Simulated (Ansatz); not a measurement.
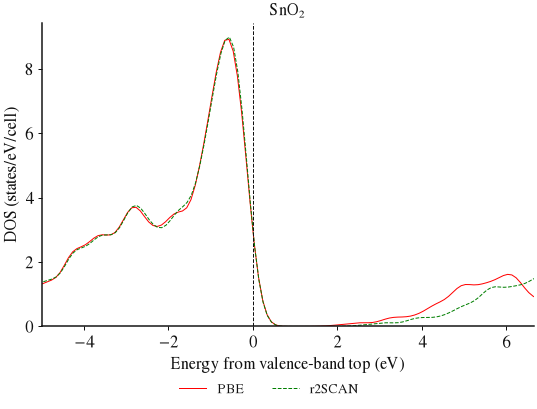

Total densities of states of SnO$_{2}$, space group I4_1/amd, 6 atoms in the primitive cell (a = 4.000 Å, c = 10.247 Å (tetragonal axes)), by two methods on the same cell. The DOS curves are built from the levels of the k mesh with Gaussians 0.55 eV wide, which also blur the band edges; ripples of that width can come from the mesh. Each is counted from its own valence-band top.

### What changes from one method to the other?

PBE gives a gap of 1.65 eV and r2SCAN gives a gap of 2.27 eV.

Settings. PBE: Ansatz PAW, no spin polarisation, no spin-orbit coupling, 9×9×9 k mesh, 420 eV cutoff, Fermi-Dirac smearing of 0.05 eV (Ansatz 0.2.0). r2SCAN: Ansatz PAW, no spin polarisation, no spin-orbit coupling, 9×9×9 k mesh, 500 eV cutoff, Fermi-Dirac smearing of 0.05 eV (Ansatz).

Gaps are the smallest over all k points computed. The cell is at 6 GPa in PBE and −1 GPa in r2SCAN. LDA, GGA and most meta-GGA functionals understate gaps. The usual form of SnO2 is rutile. r2SCAN: the PAW data sets were made with another functional.
